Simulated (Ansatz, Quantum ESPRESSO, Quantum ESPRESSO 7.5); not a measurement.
# Complex bands of NaF, rock salt type, lattice constant set to 4.606 Å

Wanted: the complex band structure of NaF, rock salt type, lattice constant set to 4.606 Å, as for a tunnel barrier.

Method: plane-wave DFT, LDA, GBRV ultrasoft pseudopotentials (cross-check by Ansatz 0.2.0 with PAW datasets), in Quantum ESPRESSO 7.5.

The structure was built from a prototype and need not be the compound's stable phase.

## (1) Set-up

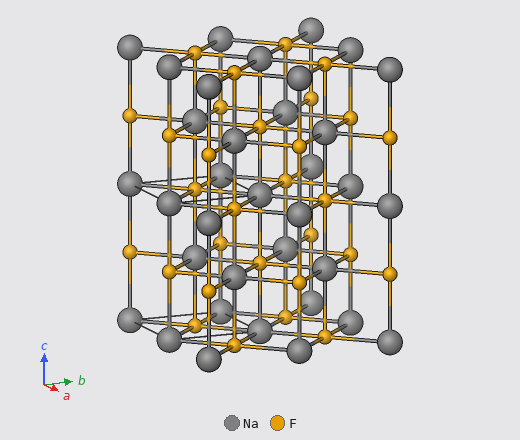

The cell as given, from the side, with the c axis up (sodium grey, fluorine orange). 2×2×2 cells are drawn. Some periodic images of atoms are drawn too.

## (2) Self-consistent run

pwcond needs a cell whose third axis lies along the current and stands perpendicular to the other two.

Contents of scf.in:

```
&control
  prefix = 'scf'
  outdir = './out'
  pseudo_dir = './pseudo'
  calculation = 'scf'
  tprnfor = .true.
/
&system
  ibrav = 0
  nat = 4
  ntyp = 2
  ecutwfc = 40
  ecutrho = 200
  occupations = 'fixed'
  nbnd = 20
/
&electrons
  conv_thr = 1e-09
  mixing_beta = 0.6
  electron_maxstep = 120
/
ATOMIC_SPECIES
  Na  22.9898  na_lda_v1.5.uspp.F.UPF
  F   18.9984  f_lda_v1.4.uspp.F.UPF
CELL_PARAMETERS angstrom
  3.25693383414524 0.00000000000000 0.00000000000000
  0.00000000000000 3.25693383414524 0.00000000000000
  0.00000000000000 0.00000000000000 4.60600000000000
ATOMIC_POSITIONS crystal
  Na  0.000000000000 0.000000000000 0.000000000000
  F   0.500000000000 0.500000000000 0.000000000000
  Na  0.500000000000 0.500000000000 0.500000000000
  F   0.000000000000 0.000000000000 0.500000000000
K_POINTS automatic
  8 8 6 0 0 0
```

The run is started by

```console
$ OMP_NUM_THREADS=1 mpirun -n 2 pw.x -nk 2 -in scf.in > scf.out
```

Log:

```text
Program PWSCF v.7.5 starts
[citation notice left out]

     Parallel version (MPI & OpenMP), running on       2 processor cores
     Number of MPI processes:                 2
     Threads/MPI process:                     1

     MPI processes distributed on     1 nodes
[...]
Current dimensions of program PWSCF are:
     Max number of different atomic species (ntypx) = 10
     Max number of k-points (npk) =  40000
     Max angular momentum in pseudopotentials (lmaxx) =  4
     Found identity + ( -0.5000 -0.5000 -0.5000) symmetry
     This is a supercell, fractional translations are disabled
     Message from routine setup:
     using ibrav=0 with symmetry is DISCOURAGED, use correct ibrav instead

     K-points division:     npool     =       2
     Subspace diagonalization in iterative solution of the eigenvalue problem:
     a serial algorithm will be used

     G-vector sticks info
     --------------------
     sticks:   dense  smooth     PW     G-vecs:    dense   smooth      PW
     Sum         593     489    145                15679    11331    1963

     Using Slab Decomposition

     bravais-lattice index     =            0
     lattice parameter (alat)  =       6.1547  a.u.
     unit-cell volume          =     329.7148 (a.u.)^3
     number of atoms/cell      =            4
     number of atomic types    =            2
     number of electrons       =        32.00
     number of Kohn-Sham states=           20
     kinetic-energy cutoff     =      40.0000  Ry
     charge density cutoff     =     200.0000  Ry
     scf convergence threshold =      1.0E-09
     mixing beta               =       0.6000
     number of iterations used =            8  plain     mixing
     Exchange-correlation=  SLA  PZ   NOGX NOGC
                           (   1   1   0   0   0   0   0)

     celldm(1)=   6.154713  celldm(2)=   0.000000  celldm(3)=   0.000000
     celldm(4)=   0.000000  celldm(5)=   0.000000  celldm(6)=   0.000000

     crystal axes: (cart. coord. in units of alat)
               a(1) = (   1.000000   0.000000   0.000000 )
               a(2) = (   0.000000   1.000000   0.000000 )
               a(3) = (   0.000000   0.000000   1.414214 )

     reciprocal axes: (cart. coord. in units 2 pi/alat)
               b(1) = (  1.000000  0.000000  0.000000 )
               b(2) = (  0.000000  1.000000  0.000000 )
               b(3) = (  0.000000  0.000000  0.707107 )

     PseudoPot. # 1 for Na read from file:
     ./pseudo/na_lda_v1.5.uspp.F.UPF
     Pseudo is Ultrasoft, Zval =  9.0
     Generated by new atomic code, or converted to UPF format
     Using radial grid of  819 points,  5 beta functions with:
                l(1) =   0
                l(2) =   0
                l(3) =   1
                l(4) =   1
                l(5) =   2
     Q(r) pseudized with  8 coefficients,  rinner =    1.250   1.250   1.250
                                                       1.250   1.250

     PseudoPot. # 2 for F  read from file:
     ./pseudo/f_lda_v1.4.uspp.F.UPF
     Pseudo is Ultrasoft, Zval =  7.0
     Generated by new atomic code, or converted to UPF format
     Using radial grid of  799 points,  4 beta functions with:
                l(1) =   0
                l(2) =   0
                l(3) =   1
                l(4) =   1
     Q(r) pseudized with  8 coefficients,  rinner =    0.950   0.950   0.950

     atomic species   valence    mass     pseudopotential
     Na                9.00    22.98980     Na( 1.00)
     F                 7.00    18.99840     F ( 1.00)

     16 Sym. Ops., with inversion, found

   Cartesian axes

     site n.     atom                  positions (alat units)
         1        Na     tau(   1) = (   0.0000000   0.0000000   0.0000000  )
         2        F      tau(   2) = (   0.5000000   0.5000000   0.0000000  )
         3        Na     tau(   3) = (   0.5000000   0.5000000   0.7071068  )
         4        F      tau(   4) = (   0.0000000   0.0000000   0.7071068  )

     number of k points=    60
                       cart. coord. in units 2pi/alat
        k(    1) = (   0.0000000   0.0000000   0.0000000), wk =   0.0052083
        k(    2) = (   0.0000000   0.0000000   0.1178511), wk =   0.0104167
        k(    3) = (   0.0000000   0.0000000   0.2357023), wk =   0.0104167
        k(    4) = (   0.0000000   0.0000000  -0.3535534), wk =   0.0052083
        k(    5) = (   0.0000000   0.1250000   0.0000000), wk =   0.0208333
        k(    6) = (   0.0000000   0.1250000   0.1178511), wk =   0.0416667
        k(    7) = (   0.0000000   0.1250000   0.2357023), wk =   0.0416667
        k(    8) = (   0.0000000   0.1250000  -0.3535534), wk =   0.0208333
        k(    9) = (   0.0000000   0.2500000   0.0000000), wk =   0.0208333
        k(   10) = (   0.0000000   0.2500000   0.1178511), wk =   0.0416667
[...]
k(   60) = (  -0.5000000  -0.5000000  -0.3535534), wk =   0.0052083

     Dense  grid:    15679 G-vectors     FFT dimensions: (  27,  27,  40)

     Smooth grid:    11331 G-vectors     FFT dimensions: (  25,  25,  36)

     Estimated max dynamical RAM per process >      38.10 MB

     Estimated total dynamical RAM >      72.38 MB

     Initial potential from superposition of free atoms

     starting charge      31.9890, renormalised to      32.0000
     Starting wfcs are   18 randomized atomic wfcs +    2 random wfcs

     total cpu time spent up to now is        1.0 secs

     per-process dynamical memory:    28.4 Mb

     Self-consistent Calculation

     iteration #  1     ecut=    40.00 Ry     beta= 0.60
     Davidson diagonalization with overlap
     ethr =  1.00E-02,  avg # of iterations =  4.2

     total cpu time spent up to now is        2.8 secs

     total energy              =    -287.71063791 Ry
     estimated scf accuracy    <       0.38643727 Ry

     iteration #  2     ecut=    40.00 Ry     beta= 0.60
[...]
total energy              =    -287.81493512 Ry
     estimated scf accuracy    <       0.23488159 Ry

     iteration #  3     ecut=    40.00 Ry     beta= 0.60
[...]
total energy              =    -287.86038388 Ry
     estimated scf accuracy    <       0.00327141 Ry

     iteration #  4     ecut=    40.00 Ry     beta= 0.60
[...]
total energy              =    -287.86068994 Ry
     estimated scf accuracy    <       0.00004723 Ry

     iteration #  5     ecut=    40.00 Ry     beta= 0.60
[...]
total energy              =    -287.86069553 Ry
     estimated scf accuracy    <       0.00000371 Ry

     iteration #  6     ecut=    40.00 Ry     beta= 0.60
[...]
total energy              =    -287.86069591 Ry
     estimated scf accuracy    <       0.00000171 Ry

     iteration #  7     ecut=    40.00 Ry     beta= 0.60
[...]
total energy              =    -287.86069603 Ry
     estimated scf accuracy    <       0.00000008 Ry

     iteration #  8     ecut=    40.00 Ry     beta= 0.60
[...]
total energy              =    -287.86069605 Ry
     estimated scf accuracy    <          1.4E-09 Ry

     iteration #  9     ecut=    40.00 Ry     beta= 0.60
[...]
End of self-consistent calculation

          k = 0.0000 0.0000 0.0000 (  1417 PWs)   bands (ev):

   -45.7945 -45.7736 -18.4087 -18.3241 -18.3092 -18.3092 -18.2491 -18.2491
   -18.2491 -18.0487  -0.8815   0.0544   0.0544   0.4863   0.4863   0.4863
     6.5237  13.3869  13.3906  13.9045

          k = 0.0000 0.0000 0.1179 (  1417 PWs)   bands (ev):

   -45.7931 -45.7750 -18.5356 -18.5352 -18.3051 -18.3051 -18.2531 -18.2531
   -18.0202 -17.9191  -0.8545   0.0799   0.0799   0.3026   0.4540   0.4540
     6.8676  11.9698  13.5847  15.4305

          k = 0.0000 0.0000 0.2357 (  1390 PWs)   bands (ev):

   -45.7892 -45.7788 -18.7033 -18.6945 -18.2940 -18.2940 -18.2639 -18.2639
   -17.8103 -17.7605  -0.7424  -0.1023   0.1526   0.1526   0.3683   0.3683
     7.7644  10.4222  14.1653  16.4447

          k = 0.0000 0.0000-0.3536 (  1426 PWs)   bands (ev):

   -45.7840 -45.7840 -18.7595 -18.7594 -18.2789 -18.2789 -18.2789 -18.2789
   -17.7144 -17.7144  -0.4917  -0.4917   0.2570   0.2570   0.2570   0.2570
     8.9955   8.9955  15.1255  15.1255

          k = 0.0000 0.1250 0.0000 (  1415 PWs)   bands (ev):

   -45.7929 -45.7736 -18.5562 -18.4808 -18.4011 -18.3046 -18.2536 -18.2490
   -18.0009 -17.8774  -0.8213  -0.0870   0.0621   0.2704   0.4486   0.4614
     6.9079  13.3642  13.3933  14.2108

          k = 0.0000 0.1250 0.1179 (  1413 PWs)   bands (ev):

   -45.7916 -45.7749 -18.6495 -18.6125 -18.3380 -18.3008 -18.2527 -18.2510
   -17.8965 -17.8017  -0.8187  -0.0408   0.0859   0.0951   0.4314   0.4352
     7.2198  12.1105  13.5428  15.5899

[...]
highest occupied, lowest unoccupied level (ev):     0.4863    6.5237

!    total energy              =    -287.86069605 Ry
     estimated scf accuracy    <          4.9E-10 Ry

     The total energy is the sum of the following terms:
     one-electron contribution =    -171.73369380 Ry
     hartree contribution      =      98.85428286 Ry
     xc contribution           =     -46.47673619 Ry
     ewald contribution        =    -168.50454892 Ry

     convergence has been achieved in   9 iterations

     Forces acting on atoms (cartesian axes, Ry/au):

     atom    1 type  1   force =     0.00000000    0.00000000    0.00000000
     atom    2 type  2   force =     0.00000000    0.00000000    0.00000000
     atom    3 type  1   force =     0.00000000    0.00000000    0.00000000
     atom    4 type  2   force =     0.00000000    0.00000000    0.00000000

     Total force =     0.000000     Total SCF correction =     0.000000

[...]
=------------------------------------------------------------------------------=
   JOB DONE.
=------------------------------------------------------------------------------=
```

Elapsed: 16 s, on 2 MPI ranks of Arm Neoverse N1, shared host; peak memory 0.16 GiB.

This step gave:

```
free energy                          : -3916.5443 eV
valence top, on the run's zero       : 0.4863 eV
conduction bottom, on the run's zero : 6.524 eV
gap by band count                    : 6.037 eV
```

The run needed 9 iterations to bring the estimated error under 1e-09 Ry.

[end of part 1 of 3]

[Logs are printed without paths, hosts, clocks, repeated set-up lines and the standing remarks that a program may print on its own settings, such as how far it seeks lower states.]

[Hosts, paths, dates, database ids (printed as entryN), source tags and the programs' standing remarks are cut or masked in the printed files.]

[Maps of the electrostatic potential energy from Ansatz leave out the sawtooth potential of an applied field or a dipole correction, so their vacuum need not be flat; planar profiles and work functions include it.]
